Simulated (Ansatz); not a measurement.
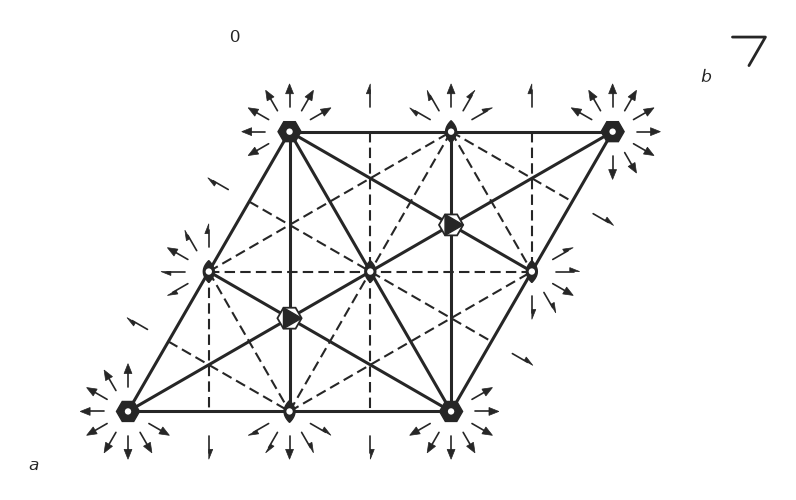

Symmetry elements of a space group, projected down c, computed from the operations of a computed or model structure of composition Ga, which need not be its known form.

Graphical symbols as in the International Tables (origin upper left, heights as fractions; handed screw axes are marked by their printed symbols).

### Which space group is it?

P6/mmm (No. 191); primitive hexagonal, point group 6/mmm, 24 general positions a cell.

### List the elements shown.

−6 axes along c at (1/3, 2/3), (2/3, 1/3); 6 axes along c at (0, 0); 2 axes along c at (0, 1/2), (1/2, 0), (1/2, 1/2); inversion centres at (0, 0), (0, 1/2), (1/2, 0), (1/2, 1/2); mirror planes holding c and [1 1 0] or [1 2 0] or [2 1 0] or [−1 1 0]; in-plane glide planes holding c and [1 1 0] or [1 2 0] or [2 1 0] or [−1 1 0]; mirror planes normal to a*, at x = 0; b glide planes normal to a*, at x = 1/2; mirror planes normal to b*, at y = 0; a glide planes normal to b*, at y = 1/2; a mirror plane normal to c at height 0; 2 axes along [1 1 0] at height 0; 2 axes along [1 2 0] at height 0; 2 axes along [2 1 0] at height 0; 2 axes along [−1 1 0] at height 0; 2 axes along a at height 0; 2 axes along b at height 0; 2₁ axes along [1 1 0] at height 0; 2₁ axes along [1 2 0] at height 0; 2₁ axes along [2 1 0] at height 0; 2₁ axes along [−1 1 0] at height 0; 2₁ axes along a at height 0; 2₁ axes along b at height 0. Heights repeat every half period; positions are (a, b) fractions, modulo 1.

### Write the general positions (in any order).

x, y, z; −x, −y, −z; x−y, x, z; −x+y, −x, −z; −y, x−y, z; y, −x+y, −z; −x, −y, z; x, y, −z; −x+y, −x, z; x−y, x, −z; y, −x+y, z; −y, x−y, −z; −y, −x, −z; y, x, z; −x, −x+y, −z; x, x−y, z; −x+y, y, −z; x−y, −y, z; y, x, −z; −y, −x, z; x, x−y, −z; −x, −x+y, z; x−y, −y, −z; −x+y, y, z
